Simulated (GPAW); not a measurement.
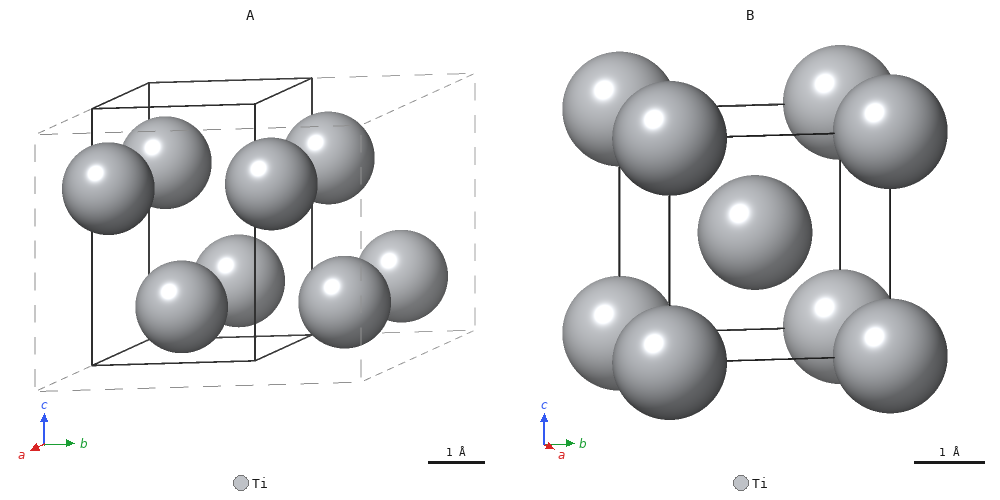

Two structures of Ti, each relaxed (cell and atoms) at zero pressure; conventional cells in solid outline, small ones repeated, each panel with its own scale. Alike in all runs: GPAW 26.7.0; functional BLYP; potentials PAW data sets generated in the run's folder for this functional; cutoff 600 eV; occupations fermi-dirac, width 0.05 eV; no spin polarisation; no spin-orbit coupling. The k meshes have like spacings.

**Name the structure in each panel.**

A: hexagonal close-packed (Mg type), P6₃/mmc; B: body-centred cubic (W type), Im-3m.

**Which of these is lowest in energy, and how far above it do the others lie?**

A, then B (+108 meV/atom), static energies at zero smearing.

**Collect the results in a table.**

| panel | space group | E − E(lowest) (meV/atom) | volume (Å³/atom) |
| --- | --- | --- | --- |
| A | P6₃/mmc | 0 | 17.7 |
| B | Im-3m | 108 | 17.5 |

The starts are database entries or structure types tried for this composition, and the most stable form need not be among them.

Caveat: later steps reuse the first step's grids.
